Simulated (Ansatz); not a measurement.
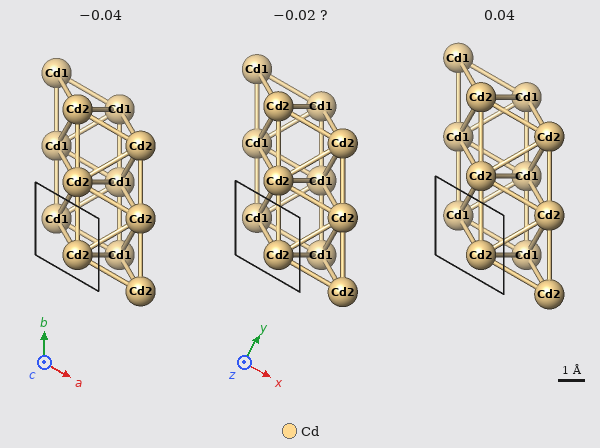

A scan of a crystal of Cd (P6_3/mmc): the cell is strained equally along x and y, with the atoms kept at their fractional coordinates. x, y and z are the Cartesian axes of the input. Style: ball-and-stick. Shown: the cell of the calculation, repeated 2 × 3 × 1 with one cell outlined, along the c axis.

The calculation used Ansatz 0.2.0, DFT LDA, scalar-relativistic, plane waves, PAW. Settings: plane-wave cutoff 420 eV; k-point mesh 18 × 18 × 8; occupations gaussian; smearing width 0.15 eV; no spin polarisation. Energies (free energies at the smearing named) are counted from the cell as listed in its source, which wasn't relaxed.

| strain | ΔE (meV/atom) |
| --- | --- |
| −0.040 | −19.0 |
| −0.030 | −22.3 |
| −0.020 | ? |
| −0.010 | −11.7 |
| 0.000 | 0.0 |
| 0.010 | 14.7 |
| 0.020 | 32.0 |
| 0.030 | 51.6 |
| 0.035 | 62.2 |
| 0.040 | 73.2 |

One row is withheld. What is its energy?

A straight line between the two neighbours gives −17.0 meV/atom. A cubic through the four nearest rows (−0.040, −0.030, −0.010, 0.000) gives, with Lagrange weights, (−0.1667)(−19.0) + (0.6667)(−22.3) + (0.6667)(−11.7) + (−0.1667)(0.0) = −19.5 meV/atom. The calculation gives −19.5 meV/atom, so the cubic is right to the digits shown and the straight line 2.5 meV/atom too high, as the curve bends upwards here.

The whole profile:

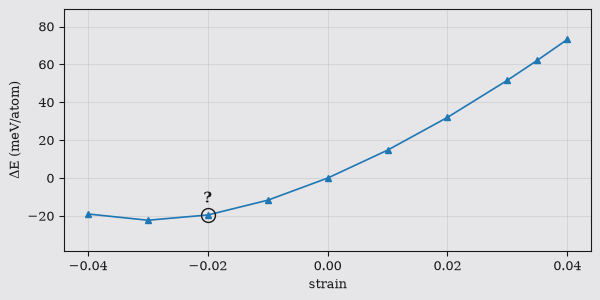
